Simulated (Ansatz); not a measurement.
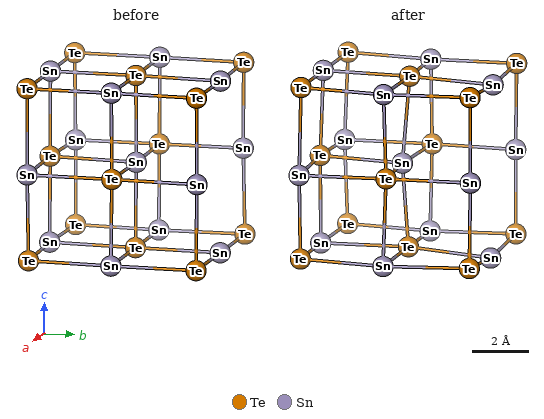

The structure of a defect cell of composition Te31Sn32 (cell charge +2) before (left) and after (right) a relaxation, at one scale.

A ball-and-stick model of the atoms within 5.8 Å of the atom that moves most (axes of the cell of the calculation (origin shifted)), seen slightly off an axis.

All numbers below come from DFT, PBEsol, PAW, plane waves (Ansatz 0.2.0). Settings: plane-wave cutoff 420 eV; k-point mesh 1 × 1 × 1; mesh shifted by (0.25, 0.25, 0.25); collinear spin; atoms relaxed in a fixed cell; force threshold 0.03 eV/Å; at most 80 steps.

Q: What changed between the two?

A: The largest move is that of a Sn atom, 0.25 Å along [−1 −3 −1]. Largest moves by element: Sn 0.25 Å, Te 0.14 Å. The cell doesn't change. Some distances before and after: Sn–Te 3.105 → 3.275 Å, Sn–Te 3.184 → 3.021 Å, Sn–Te 3.109 → 3.231 Å, Sn–Te 3.146 → 3.042 Å. Bond angles that change, for instance: Te–Sn–Te 178.9° → 169.3°, Te–Sn–Te 90.5° → 97.0°, Te–Sn–Te 88.9° → 92.9°. The energy falls by 0.242 eV per cell of the calculation in 10 geometry steps. The largest force component goes from 0.21 to 0.011 eV/Å. The forces were under the threshold at step 3, but the run went on from there. The program noted that the starting moments weren't kept. The run took 18 s on 1 × NVIDIA GB200 with 8 threads of Arm Neoverse-V2, peak memory 2.4 GiB.

Limits of the set-up: the cell is charged, on a uniform background, and energies carry no finite-size correction.
